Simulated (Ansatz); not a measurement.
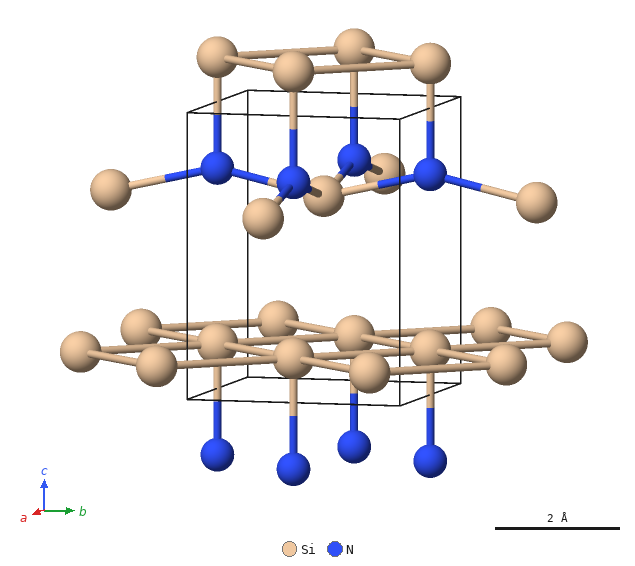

Drawn in the ball-and-stick manner and seen slightly off an axis. Atoms at the boundary of the conventional unit cell (the box) are drawn once for each face, edge or corner they touch. Atoms just outside the outline that bond to atoms inside are added. Cell: a = 3.60 Å, b = 3.60 Å, c = 4.68 Å, α = 90.00°, β = 90.00°, γ = 90.00°.

The structure comes from a random cell made by a generator, so it need not be a real form of the compound. Earlier steps of the study, as a rule a relaxation of our own, may have changed the cell and positions, so they can lie some per cent off the listed ones. It was the input of a calculation with Ansatz.

> In words:

Chemical formula Si3N2. The atoms follow space group P4mm (No. 99); the Bravais lattice is primitive tetragonal. Atoms per cell: 5 (3 Si, 2 N). The sticks give these coordination numbers: Si 4 to 5 (mean 4.7) and N 3.

Electronic-structure method: DFT PBE, scalar-relativistic, plane waves, PAW (Ansatz). Parameters: an energy cutoff of 420 eV, Brillouin-zone sampling on a 10×10×8 mesh, Gaussian smearing of 0.1 eV, no spin polarisation.

> Predict the gap.

A metal: bands cross the Fermi level.

> Predict the Bader charges.

Si +0.66 to +2.63 e; N -1.98 e.

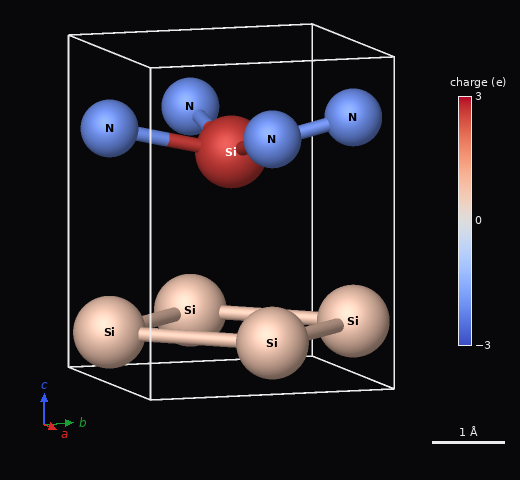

The atoms coloured by those charges. The run's cell of 5 atoms is drawn.

> Is this an equilibrium geometry for the method given?

Yes. All forces vanish to within 0.01 eV/Å. The pressure is 0.0 GPa, close to zero.
